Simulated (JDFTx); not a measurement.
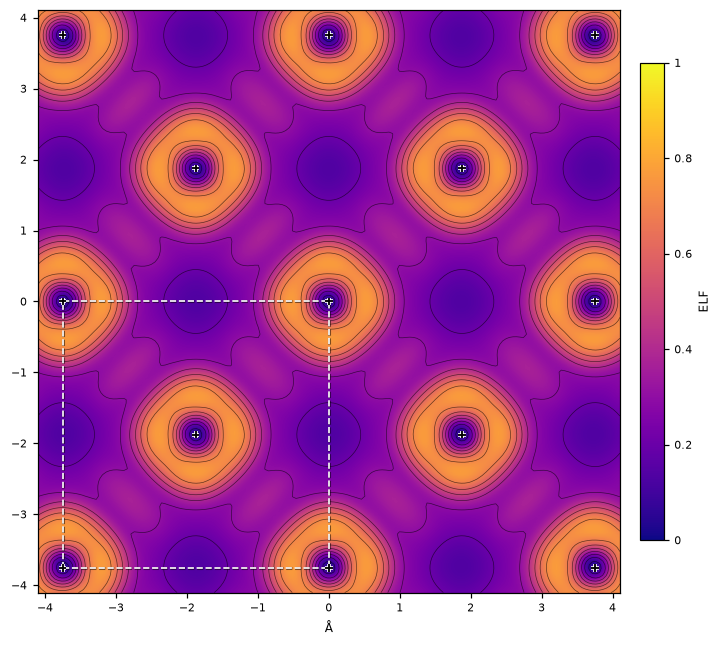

The electron localisation function on a plane through atoms (crosses mark nuclei in the plane).

Method: JDFTx, Kohn-Sham DFT of a periodic cell, r2SCAN, SG15-PBE-1.2.

Candidates:
A. BAs, a = 4.78 Å, b = 4.78 Å, c = 4.78 Å, α = 90.00°, β = 90.00°, γ = 90.00°. Space group F-43m.
B. Ir, a = 3.75 Å, b = 3.75 Å, c = 3.75 Å, α = 90.00°, β = 90.00°, γ = 90.00°. Space group Fm-3m; computed pressure about 32 GPa in this cell.

**Which system is this?**

Candidate B: Ir on the (010) plane of the conventional cell, which holds Ir. Ir–Ir (2.65 Å): the ELF is about 0.35 at the midpoint.
